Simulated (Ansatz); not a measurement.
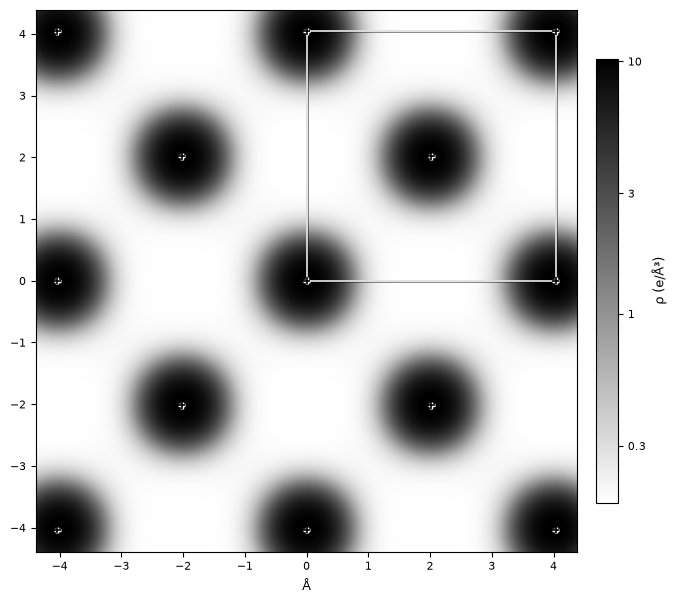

The valence electron density on a plane through atoms (crosses mark nuclei in the plane).

Level of theory: Ansatz 0.2.0, DFT PBE+D3(BJ), scalar-relativistic, plane waves, PAW.

Candidates:
A. Ti, a = 4.04 Å, b = 4.04 Å, c = 4.04 Å, α = 90.00°, β = 90.00°, γ = 90.00°. Space group Fm-3m; computed without spin polarisation.
B. Mo7S17 (cell charge +1, with a compensating background) (cell with a defect), a = 6.30 Å, b = 6.30 Å, c = 12.09 Å, α = 90.00°, β = 90.00°, γ = 120.00°. Spin-polarised.

**Which candidate gave the map?**

Candidate A: Ti on the (100) plane of the conventional cell, which holds Ti. Ti–Ti (2.86 Å): the density is about 0.2 e/Å³ at the midpoint.
